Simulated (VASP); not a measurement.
**Geometry relaxation of HfO2 (part 3 of 4)**

The same run, continued: HfO2 (12 atoms in the cell); Kohn-Sham DFT of a periodic cell, revPBE, VASP PAW PBE potentials, recommended, no spin polarisation (VASP 6.6.1); cutoff 600 eV, 5×8×4 k-mesh, fermi-dirac of 0.05 eV. The structure derives from a Materials Project entry.

Geometry of the input (Å; fractional positions):
```
5.5564  0.0000  0.0000
0.0000  3.3336  0.0000
0.0000  0.0000  6.5050
Hf 0.7487  0.7500  0.6079
Hf 0.2513  0.2500  0.3921
Hf 0.2487  0.7500  0.8921
Hf 0.7513  0.2500  0.1079
O  0.6395  0.2500  0.4234
O  0.3605  0.7500  0.5766
O  0.1395  0.2500  0.0766
O  0.8605  0.7500  0.9234
O  0.5208  0.2500  0.8415
O  0.4792  0.7500  0.1585
O  0.0208  0.2500  0.6585
O  0.9792  0.7500  0.3415
```

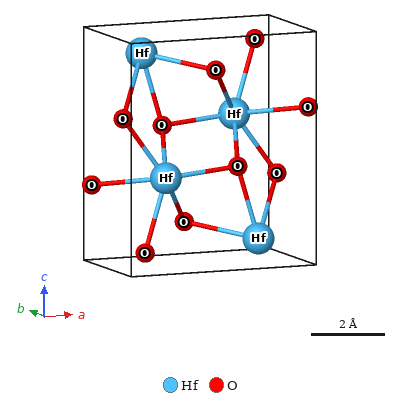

*The starting structure (ball-and-stick view of the cell of the calculation, seen slightly off an axis).*

Parts of OUTCAR, continued
```
 -----------------------------------------------------------------------------------
      4.17704      2.51047      3.97040         0.032379      0.000000     -0.071609
      1.40164      0.83682      2.56139        -0.032379      0.000000      0.071609
      1.38770      2.51047      5.82729         0.032379     -0.000000      0.071609
      4.19099      0.83682      0.70451        -0.032379      0.000000     -0.071609
      3.56765      0.83682      2.76553        -0.003504      0.000000      0.002482
      2.01103      2.51047      3.76626         0.003504     -0.000000     -0.002482
      0.77831      0.83682      0.50037        -0.003504      0.000000     -0.002482
      4.80038      2.51047      6.03143         0.003504      0.000000      0.002482
      2.90538      0.83682      5.49584        -0.010242      0.000000      0.058186
      2.67331      2.51047      1.03596         0.010242     -0.000000     -0.058186
      0.11604      0.83682      4.30185        -0.010242      0.000000     -0.058186
      5.46265      2.51047      2.22994         0.010242      0.000000      0.058186
 -----------------------------------------------------------------------------------
    total drift:                               -0.000000     -0.000000      0.000000

  FREE ENERGIE OF THE ION-ELECTRON SYSTEM (eV)
  ---------------------------------------------------
  free  energy   TOTEN  =      -115.6432403631 eV

  energy  without entropy=     -115.6432403631  energy(sigma->0) =     -115.64324036

[... ionic steps 4 to 8 ...]

--------------------------------------- Ionic step        9  -------------------------------------------

 number of electron      88.0000006 magnetization

------------------------ aborting loop because EDIFF is reached ----------------------------------------

  FORCE on cell =-STRESS in cart. coord.  units (eV):
  Direction    XX          YY          ZZ          XY          YZ          ZX
  --------------------------------------------------------------------------------------
  -------------------------------------------------------------------------------------
  Total        0.1266569      0.0617987      0.3317873      0.0000000      0.0000000      0.0000000
  in kB        1.6595362      0.8097243      4.3472786      0.0000000      0.0000000      0.0000000
  external PRESSURE =       2.2721797 kB  Pullay stress =       0.0000000 kB

 VOLUME and BASIS-vectors are now :
 -----------------------------------------------------------------------------
  energy-cutoff  :      600.00
  volume of cell :      122.28
      direct lattice vectors                 reciprocal lattice vectors
     5.570107418  0.000000000  0.000000000     0.179529751  0.000000000  0.000000000
    -0.000000000  3.359818482  0.000000000     0.000000000  0.297635127  0.000000000
     0.000000000  0.000000000  6.533914730     0.000000000  0.000000000  0.153047605

 POSITION                                       TOTAL-FORCE (eV/Angst)
 -----------------------------------------------------------------------------------
      4.17896      2.51986      3.95658        -0.008922      0.000000      0.003956
      1.39115      0.83995      2.57734         0.008922     -0.000000     -0.003956
      1.39390      2.51986      5.84430        -0.008922     -0.000000     -0.003956
      4.17620      0.83995      0.68962         0.008922      0.000000      0.003956
      3.55696      0.83995      2.75696         0.018558      0.000000      0.002185
      2.01314      2.51986      3.77695        -0.018558     -0.000000     -0.002185
      0.77191      0.83995      0.50999         0.018558      0.000000     -0.002185
      4.79820      2.51986      6.02392        -0.018558     -0.000000      0.002185
      2.89197      0.83995      5.50678        -0.020286     -0.000000     -0.004378
      2.67813      2.51986      1.02713         0.020286     -0.000000      0.004378
      0.10692      0.83995      4.29409        -0.020286     -0.000000      0.004378
      5.46319      2.51986      2.23982         0.020286     -0.000000     -0.004378
 -----------------------------------------------------------------------------------
    total drift:                               -0.000000     -0.000000     -0.000000

  FREE ENERGIE OF THE ION-ELECTRON SYSTEM (eV)
  ---------------------------------------------------
  free  energy   TOTEN  =      -115.6472607418 eV

  energy  without entropy=     -115.6472607416  energy(sigma->0) =     -115.64726074

--------------------------------------- Ionic step       10  -------------------------------------------

 number of electron      88.0000006 magnetization

------------------------ aborting loop because EDIFF is reached ----------------------------------------

  FORCE on cell =-STRESS in cart. coord.  units (eV):
  Direction    XX          YY          ZZ          XY          YZ          ZX
  --------------------------------------------------------------------------------------
  -------------------------------------------------------------------------------------
  Total        0.0681789      0.0124823      0.2823687      0.0000000      0.0000000      0.0000000
  in kB        0.8931291      0.1635154      3.6989722      0.0000000      0.0000000      0.0000000
  external PRESSURE =       1.5852056 kB  Pullay stress =       0.0000000 kB

 VOLUME and BASIS-vectors are now :
 -----------------------------------------------------------------------------
  energy-cutoff  :      600.00
  volume of cell :      122.31
      direct lattice vectors                 reciprocal lattice vectors
     5.571050942  0.000000000  0.000000000     0.179499346  0.000000000  0.000000000
    -0.000000000  3.359925410  0.000000000     0.000000000  0.297625655  0.000000000
     0.000000000  0.000000000  6.534003197     0.000000000  0.000000000  0.153045533

 POSITION                                       TOTAL-FORCE (eV/Angst)
 -----------------------------------------------------------------------------------
      4.17955      2.51994      3.95694        -0.008892      0.000000      0.001366
      1.39150      0.83998      2.57706         0.008892      0.000000     -0.001366
      1.39402      2.51994      5.84407        -0.008892     -0.000000     -0.001366
      4.17703      0.83998      0.68994         0.008892      0.000000      0.001366
      3.55769      0.83998      2.75733         0.017172     -0.000000      0.000806
      2.01337      2.51994      3.77667        -0.017172      0.000000     -0.000806
      0.77216      0.83998      0.50967         0.017172     -0.000000     -0.000806
      4.79889      2.51994      6.02433        -0.017172      0.000000      0.000806
      2.89282      0.83998      5.50673        -0.021380     -0.000000     -0.003223
      2.67823      2.51994      1.02727         0.021380      0.000000      0.003223
      0.10729      0.83998      4.29428        -0.021380      0.000000      0.003223
      5.46376      2.51994      2.23973         0.021380      0.000000     -0.003223
 -----------------------------------------------------------------------------------
    total drift:                               -0.000000     -0.000000     -0.000000

  FREE ENERGIE OF THE ION-ELECTRON SYSTEM (eV)
  ---------------------------------------------------
  free  energy   TOTEN  =      -115.6472719383 eV

  energy  without entropy=     -115.6472719382  energy(sigma->0) =     -115.64727194

--------------------------------------- Ionic step       11  -------------------------------------------

 number of electron      88.0000005 magnetization

 Free energy of the ion-electron system (eV)
  ---------------------------------------------------
  ext. energy  EPLUGINS =         0.00000000
  ---------------------------------------------------
  free energy    TOTEN  =      -115.64756960 eV

  energy without entropy =     -115.64756960  energy(sigma->0) =     -115.64756960

 E-fermi :   5.8437     XC(G=0): -12.2535     alpha+bet :-13.6186

 val. band max:        4.6886289601   @ k =   0.0000   0.0000   0.0000
 cond. band min:       8.1820027346   @ k =   0.0000   0.0000   0.0000
 fundamental gap:      3.4933737745
 Fermi energy:         5.8436695623

 k-point     1 :       0.0000    0.0000    0.0000
  band No.  band energies     occupation
      1     -25.2934      2.00000
      2     -25.1636      2.00000
      3     -25.1117      2.00000
      4     -25.0275      2.00000
      5     -24.9332      2.00000
      6     -24.8950      2.00000
      7     -24.8858      2.00000
      8     -24.8224      2.00000
      9     -24.8084      2.00000
     10     -24.7991      2.00000
     11     -24.7901      2.00000
     12     -24.7620      2.00000
     13     -14.0498      2.00000
     14     -12.5047      2.00000
     15     -12.3952      2.00000
     16     -11.9372      2.00000
     17     -11.6491      2.00000
     18     -11.6084      2.00000
     19     -11.5424      2.00000
     20     -11.3459      2.00000
     21      -0.4204      2.00000
     22      -0.3107      2.00000
     23       0.1773      2.00000
     24       0.2021      2.00000
     25       0.3967      2.00000
     26       0.7802      2.00000
     27       0.7942      2.00000
     28       0.8769      2.00000
     29       1.1292      2.00000
     30       1.3782      2.00000
     31       1.4386      2.00000
     32       1.6044      2.00000
     33       2.1001      2.00000
     34       2.2219      2.00000
     35       2.2621      2.00000
     36       2.7637      2.00000
     37       2.8495      2.00000
     38       3.1675      2.00000
     39       3.4490      2.00000
     40       3.8651      2.00000
     41       3.8981      2.00000
     42       4.3136      2.00000
     43       4.6527      2.00000
     44       4.6886      2.00000
     45       8.1820      0.00000
     46       8.9857      0.00000
     47       9.1365      0.00000
     48       9.6355      0.00000
     49      10.3660      0.00000
     50      10.4380      0.00000
     51      10.5810      0.00000
     52      11.2170      0.00000

 k-point     2 :       0.2000    0.0000    0.0000
  band No.  band energies     occupation
      1     -25.2555      2.00000
      2     -25.2180      2.00000
      3     -25.1595      2.00000
      4     -24.9595      2.00000
      5     -24.8879      2.00000
      6     -24.8858      2.00000
      7     -24.8776      2.00000
      8     -24.8194      2.00000
      9     -24.8170      2.00000
     10     -24.8156      2.00000
     11     -24.8073      2.00000
     12     -24.7931      2.00000
     13     -13.8975      2.00000
     14     -12.6249      2.00000
     15     -12.3454      2.00000
     16     -11.9266      2.00000
     17     -11.7258      2.00000
     18     -11.7022      2.00000
     19     -11.4877      2.00000
     20     -11.3421      2.00000
     21      -0.4846      2.00000
     22      -0.1863      2.00000
     23      -0.0487      2.00000
     24       0.1081      2.00000
     25       0.3777      2.00000
     26       0.6007      2.00000
     27       0.6610      2.00000
     28       0.8240      2.00000
     29       1.3142      2.00000
     30       1.5120      2.00000
     31       1.5166      2.00000
     32       1.7350      2.00000
     33       1.8238      2.00000
     34       2.3583      2.00000
     35       2.6906      2.00000
     36       2.8228      2.00000
     37       2.9757      2.00000
     38       3.2130      2.00000
     39       3.2294      2.00000
     40       3.9208      2.00000
     41       3.9832      2.00000
     42       4.0411      2.00000
     43       4.5289      2.00000
     44       4.6391      2.00000
     45       8.3979      0.00000
     46       9.0718      0.00000
     47       9.5669      0.00000
     48       9.7144      0.00000
     49      10.3969      0.00000
     50      10.5419      0.00000
     51      10.5817      0.00000
     52      10.8946      0.00000

 k-point     3 :       0.4000    0.0000    0.0000
  band No.  band energies     occupation
      1     -25.2642      2.00000
      2     -25.2529      2.00000
      3     -25.1076      2.00000
      4     -24.9524      2.00000
      5     -24.8830      2.00000
      6     -24.8572      2.00000
      7     -24.8560      2.00000
      8     -24.8520      2.00000
      9     -24.8360      2.00000
     10     -24.8294      2.00000
     11     -24.8111      2.00000
     12     -24.8012      2.00000
     13     -13.4974      2.00000
     14     -13.0038      2.00000
     15     -12.1788      2.00000
     16     -11.9637      2.00000
     17     -11.8468      2.00000
     18     -11.8107      2.00000
     19     -11.4183      2.00000
     20     -11.3636      2.00000
     21      -0.4586      2.00000
     22      -0.2565      2.00000
     23      -0.2111      2.00000
     24      -0.2052      2.00000
     25       0.3594      2.00000
     26       0.4353      2.00000
     27       0.7802      2.00000
     28       0.9729      2.00000
     29       1.4035      2.00000
     30       1.4541      2.00000
     31       1.4788      2.00000
     32       1.5044      2.00000
     33       2.2765      2.00000
     34       2.7155      2.00000
     35       2.7366      2.00000
     36       2.8817      2.00000
     37       3.0247      2.00000
     38       3.1029      2.00000
     39       3.6216      2.00000
     40       3.6411      2.00000
     41       3.8650      2.00000
     42       4.1641      2.00000
     43       4.2528      2.00000
     44       4.4807      2.00000
     45       8.7897      0.00000
     46       9.0734      0.00000
     47       9.9453      0.00000
     48      10.2968      0.00000
     49      10.3004      0.00000
     50      10.3173      0.00000
     51      10.7358      0.00000
     52      10.9446      0.00000

 k-point     4 :       0.0000    0.1250    0.0000
  band No.  band energies     occupation
      1     -25.2712      2.00000
      2     -25.1454      2.00000
      3     -25.1022      2.00000
      4     -25.0123      2.00000
      5     -24.9395      2.00000
      6     -24.9369      2.00000
      7     -24.9061      2.00000
      8     -24.8727      2.00000
      9     -24.8406      2.00000
     10     -24.8399      2.00000
     11     -24.8094      2.00000
     12     -24.7649      2.00000
     13     -13.8918      2.00000
     14     -12.4507      2.00000
     15     -12.3555      2.00000
     16     -11.9697      2.00000
     17     -11.6789      2.00000
     18     -11.5825      2.00000
     19     -11.5682      2.00000
     20     -11.4052      2.00000
     21      -0.4776      2.00000
     22      -0.1586      2.00000
     23      -0.1294      2.00000
     24       0.0086      2.00000
     25       0.1221      2.00000
     26       0.8255      2.00000
     27       1.0561      2.00000
     28       1.0816      2.00000
     29       1.1752      2.00000
     30       1.4492      2.00000
     31       1.5345      2.00000
     32       1.7501      2.00000
     33       1.7943      2.00000
     34       2.1640      2.00000
     35       2.4020      2.00000
     36       2.8767      2.00000
     37       2.9766      2.00000
     38       3.2963      2.00000
     39       3.5437      2.00000
     40       3.7562      2.00000
     41       3.8722      2.00000
     42       4.2034      2.00000
     43       4.2339      2.00000
     44       4.5441      2.00000
     45       8.2408      0.00000
     46       9.0488      0.00000
     47       9.2515      0.00000
     48      10.0521      0.00000
     49      10.5172      0.00000
     50      10.6151      0.00000
     51      10.7083      0.00000
     52      11.2226      0.00000
```
